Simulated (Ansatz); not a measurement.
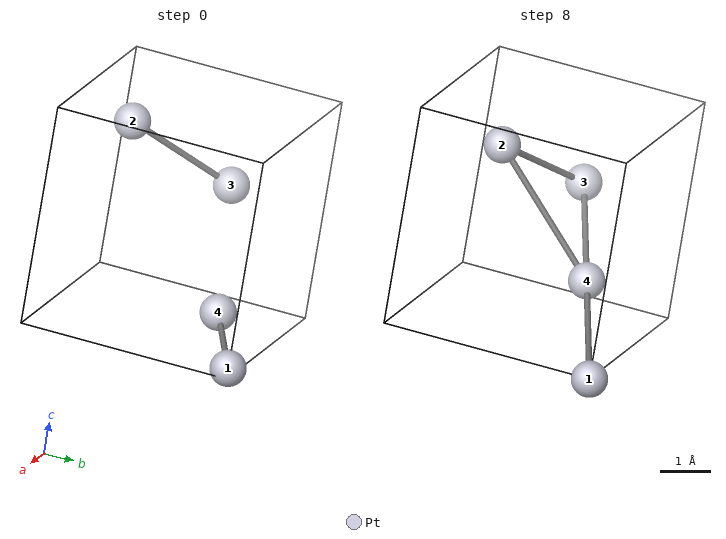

The structure of solid Pt (set up in P1) before (left) and after (right) a relaxation, at one scale.

Style: ball-and-stick. Shown: the cell of the calculation, reduced to other axes, slightly off an axis. Lengths and directions refer to the drawn axes.

Case: all atoms moved at random, sigma 0.4 Å for each component, cell strained at random, sigma 0.03; relaxed back.

Computed with DFT PBEsol, scalar-relativistic, plane waves, PAW (Ansatz 0.2.0). Set-up: plane-wave cutoff 420 eV; k-point mesh 10 × 10 × 10; occupations gaussian; smearing width 0.15 eV; no spin polarisation; atoms relaxed in a fixed cell; force threshold 0.01 eV/Å; at most 80 steps.

Q: Summarise the run.

A: The energy falls by 5946 meV per atom in 6 accepted moves (8 points after the start). The largest force component goes from 53 to 0.0012 eV/Å. 2 steps only repeated the SCF at the same geometry. The atom that moves furthest is Pt4 (0.80 Å along [−3 −1 3]). The cell doesn't change. Among the contacts that change: Pt2–Pt4 4.311 → 3.237 Å, Pt1–Pt4 1.650 → 2.693 Å, Pt2–Pt4 (another image) 4.058 → 3.031 Å, Pt2–Pt4 (another image) 4.226 → 3.201 Å. New bonds form, among them: Pt2–Pt3 (3.65 → 2.69 Å), Pt3–Pt4 (3.29 → 2.69 Å). Within 0.06 Å the space group is P1 at the start and C2/m at the end; at a tighter tolerance small leftover displacements or strains of the cell lower it. Cost: 8.5 min on 1 thread of Intel(R) Xeon(R) 6975P-C (Granite Rapids), on a shared host, peak memory 1.2 GiB.
